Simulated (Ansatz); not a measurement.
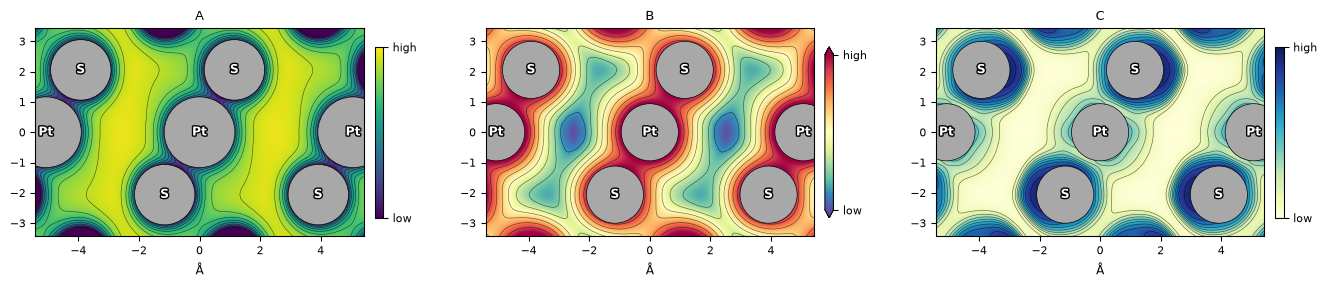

PtS2: 3 fields on the (110) plane of the conventional cell, with unlabelled colour scales. Grey discs cover the atomic cores.

Space group P-3m1; not relaxed (largest force 0.7 eV/Å); computed pressure about 3 GPa in this cell.

Theory: Kohn-Sham DFT of a periodic cell, PBEsol, Ansatz PAW in Ansatz.

Which field does each panel show? The fields are: electron localisation function, electrostatic potential energy of an electron and valence pseudo-density.

Panel A: electrostatic potential energy of an electron (low next to the atoms, rising into the space between them). Panel B: valence pseudo-density. Panel C: electron localisation function. From the grid: Pt–S (2.36 Å): the density is about 0.71 e/Å³ at the midpoint; the ELF peaks at about 0.90 in the valence shell of S, 0.8 Å from its nucleus, and is about 0.45 at the midpoint.
